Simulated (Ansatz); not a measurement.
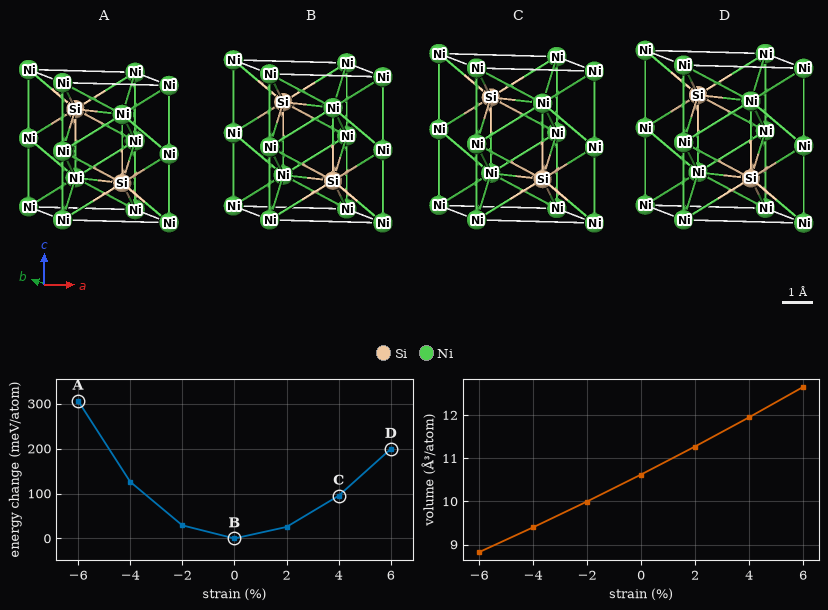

Members of a series of calculations on solid SiNi₂ (set up in P6_3/mmc), marked on the first curve. Style: ball-and-stick. Shown: the cell of the calculation, slightly off an axis.

The calculation used DFT PBEsol, scalar-relativistic, plane waves, PAW in Ansatz. (plane-wave cutoff 420 eV; k-point mesh 12 × 12 × 8; occupations gaussian; smearing width 0.1 eV; no spin polarisation)

Describe the series.

Equal strain along all axes, cell held, atoms relaxed. A (strain −6.0 %): energy change 306 meV/atom, volume 8.82 Å³ per atom. B (strain 0.0 %): energy change 0.0 meV/atom, volume 10.62 Å³ per atom. C (strain 4.0 %): energy change 95.0 meV/atom, volume 11.95 Å³ per atom. D (strain 6.0 %): energy change 199 meV/atom, volume 12.65 Å³ per atom. The rest compares A with D. Cell: a = b 3.636 → 4.101 Å (+12.8 %), c 4.622 → 5.212 Å (+12.8 %). Volume +43.4 %. Near-neighbour distances before and after: Ni–Si 2.396 → 2.702 Å, Ni–Ni 2.396 → 2.702 Å, Ni–Ni 2.311 → 2.606 Å.
